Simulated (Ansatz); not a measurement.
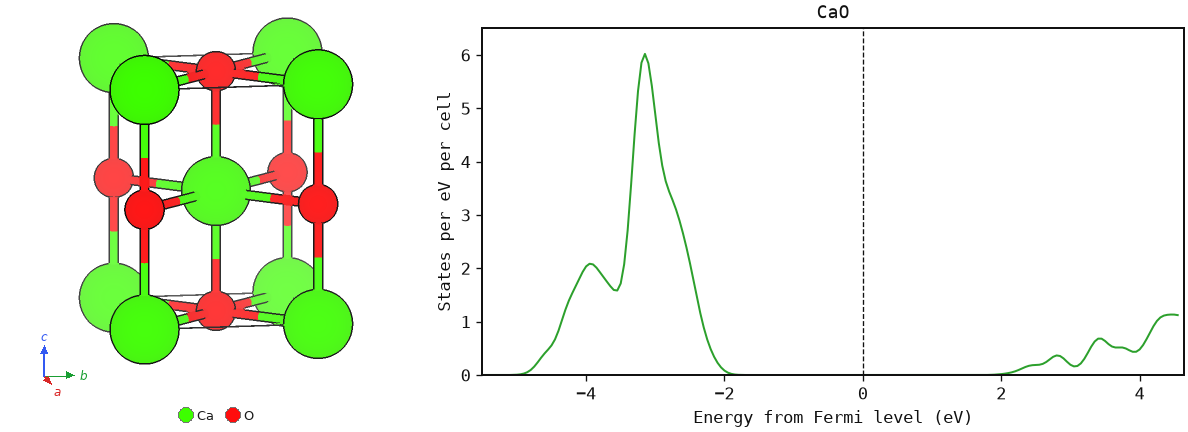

Density of states, beside the structure. Energies are counted from the Fermi level, put mid-gap where there is a gap. The curve is built from the levels of the k mesh with Gaussians 0.3 eV wide, which also blur the band edges.

System: CaO, space group I4/mmm, 2 atoms in the cell, rocksalt type, uniaxial (x) strain −2.2%.

```yaml
crystal:
  lattice:
    - [0.00000, 2.39755, 2.39755]
    - [2.34432, 0.00000, 2.39755]
    - [2.34432, 2.39755, 0.00000]
  atoms:
    - { symbol: Ca, position: [0.00000, 0.00000, 0.00000] }
    - { symbol: O, position: [0.50000, 0.50000, 0.50000] }
```

Ansatz; DFT, r2SCAN, plane waves, PAW, no spin polarisation, 10×10×10 k mesh, 500 eV cutoff.

### Is there a gap at the Fermi level, and how wide?

There is a gap; over the k points computed it is 4.10 eV (indirect; the smallest direct gap is 4.54 eV).

### How wide is the upper valence band?

The upper group of valence states starts about 2.7 eV under the valence-band top (which lies at −2.0 eV on this axis), with a gap beneath it; it holds about 6 electrons a cell.

### Where is the tallest peak of the filled states in the window?

Within the window shown, the tallest peak of the filled states lies 1.1 eV under the valence-band top, at about 6 states per eV and cell.
